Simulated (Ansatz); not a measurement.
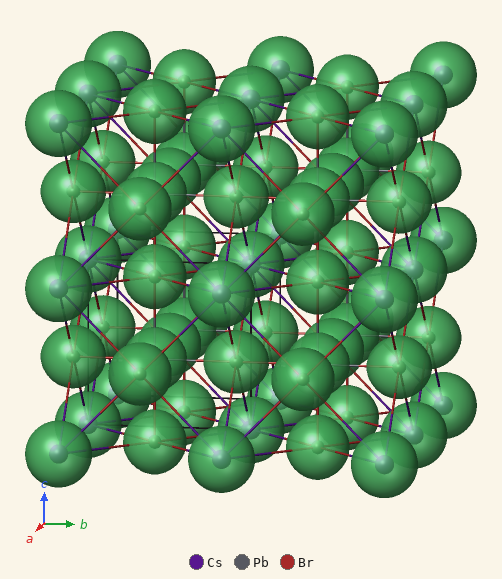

*CsPbBr3. Isosurface of the valence electron density at 0.4 e/Å³ (green), seen slightly off an axis. Sticks mark near contacts.*

Space group P4/mmm; changed on purpose from its base cell (strain +0.000 along x and y, +0.015 along z, atoms carried along).

Level of theory: DFT PBEsol, scalar-relativistic, plane waves, PAW in Ansatz.

Q: How is the density connected at this value?

A: At this value the density breaks into separate islands; it holds about 70 % of the electrons treated as valence (semicore included). It bridges none of the near contacts. It is pinched off along the sampled Pb–Br (2.94 Å), Cs–Br (4.15 Å) and Pb–Br (2.98 Å) contacts. On the grid the lowest density along these lines, outside the cores, is 0.24 e/Å³ (Pb–Br, 2.94 Å), 0.03 e/Å³ (Cs–Br, 4.15 Å) and 0.23 e/Å³ (Pb–Br, 2.98 Å).

Q: Metal or insulator at this level of theory?

A: It is gapped, with a Kohn–Sham gap of 1.4 eV on the k-point mesh (the band edges may lie off the mesh, which would make the gap smaller).
